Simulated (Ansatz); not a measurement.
MgO

The calculation's input:

```
crystal:
  lattice:
    - [3.3424728383, 0.0, 0.0]
    - [-1.6712364192, 2.8946663894, 0.0]
    - [0.0, 0.0, 4.8116146016]
  atoms:
    - { symbol: Mg, position: [0.3333333333, 0.6666666667, -0.0205165972] }
    - { symbol: Mg, position: [0.6666666667, 0.3333333333, 0.4794834028] }
    - { symbol: O, position: [0.3333333333, 0.6666666667, 0.3955165972] }
    - { symbol: O, position: [0.6666666667, 0.3333333333, 0.8955165972] }
kpoints:
  mp_grid: { grid: [6, 6, 4] }
  band_path:
    path:
      - [0.0, 0.0, 0.0]
      - [0.5, 0.0, 0.0]
      - [0.3333333333, 0.3333333333, 0.0]
      - [0.0, 0.0, 0.5]
      - [0.5, 0.0, 0.5]
      - [0.3333333333, 0.3333333333, 0.5]
    npoints: 1
hamiltonian:
  xc: hse06
scf:
  occupations: { method: fixed }
  n_extra_bands: 5
output:
  forces: true
  stress: true
  eigenvalues: true
  write_density: true
  write_potential: true
  elf: true
  volumetric_format: npy
```

Run with:

```sh
ansatz run input.yaml --threads 4 --pin off --max-ram 3686MiB --backend cpu --events-out ev --progress --plain --runs-dir out
```

Below, planes, directions and counts refer to the conventional cell (a = 3.34 Å, b = 3.34 Å, c = 4.81 Å, α = 90.00°, β = 90.00°, γ = 120.00°).

Space group P6₃mc; started from the wurtzite prototype, which need not be the ambient phase; changed on purpose from its base cell (epitaxial xy strain +1.7%).

The calculation used DFT, HSE06, plane waves, PAW in Ansatz.

What will maps of the valence pseudo-density and electron localisation function show?

Answer. Mg–O (1.97 Å): ρ at the midpoint is about 0.45 e/Å³; the ELF peaks at about 0.85 in the valence shell of O, 0.7 Å from its nucleus, and is about 0.35 at the midpoint; a largely ionic contact.

Does the calculation make it a metal, or give it a gap?

Answer. It is gapped, with a Kohn–Sham gap of 5.0 eV on the k-point mesh (the band edges may lie off the mesh, which would make the gap smaller).

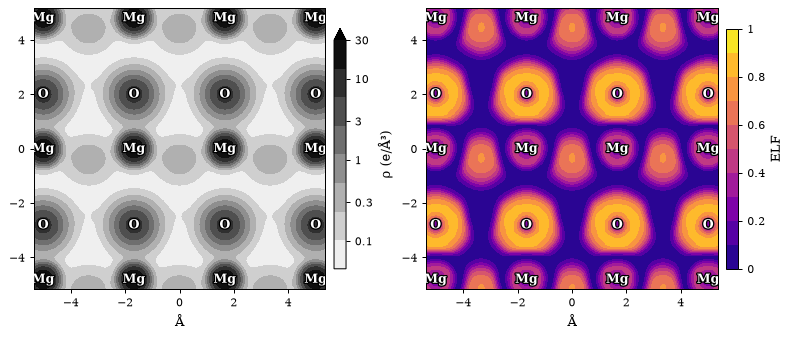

Computed valence pseudo-density and electron localisation function on the (100) plane of the conventional cell, in this order. 

In a PAW calculation such maps are meaningful between the atoms, not at the nuclei.
